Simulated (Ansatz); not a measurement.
```cif
data_structure
_symmetry_space_group_name_H-M 'P 1'
_symmetry_Int_Tables_number 1
_cell_length_a 5.0973
_cell_length_b 5.0973
_cell_length_c 5.0973
_cell_angle_alpha 90.000
_cell_angle_beta 90.000
_cell_angle_gamma 90.000
_cell_volume 132.44
loop_
_atom_site_label
_atom_site_type_symbol
_atom_site_fract_x
_atom_site_fract_y
_atom_site_fract_z
_atom_site_occupancy
Pt1 Pt 0.00000 0.00000 0.00000 1
Pt2 Pt 0.50000 0.50000 0.50000 1
Pt3 Pt 0.25000 0.00000 0.50000 1
Pt4 Pt 0.75000 0.00000 0.50000 1
Pt5 Pt 0.50000 0.25000 0.00000 1
Pt6 Pt 0.50000 0.75000 0.00000 1
Pt7 Pt 0.00000 0.50000 0.25000 1
Pt8 Pt 0.00000 0.50000 0.75000 1
```

Space group Pm-3n; set up as Pt, A15; a generated structure, not necessarily the stable one.

Theory: DFT, RPBE, plane waves (420 eV) with PAW, scalar-relativistic (Ansatz 0.2.0).

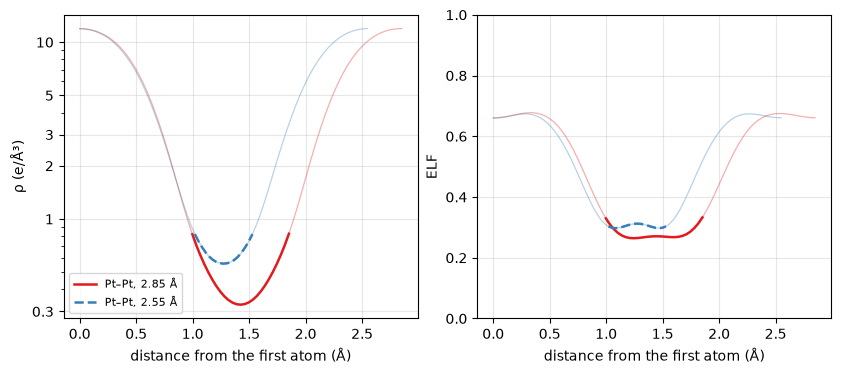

Pt. Valence electron density and ELF along straight lines between neighbouring atoms. Thin, pale parts lie inside the atomic spheres.

The density is the valence pseudo-density of a PAW calculation; it isn't the true density close to the nuclei.

**Compare the contacts.**

Pt–Pt (2.85 Å): ρ is about 0.33 e/Å³ halfway; the ELF is about 0.25 at the midpoint; no shared electron pair shows on this line.
Pt–Pt (2.55 Å): ρ is about 0.56 e/Å³ halfway; the ELF is about 0.30 at the midpoint; no shared electron pair shows on this line.
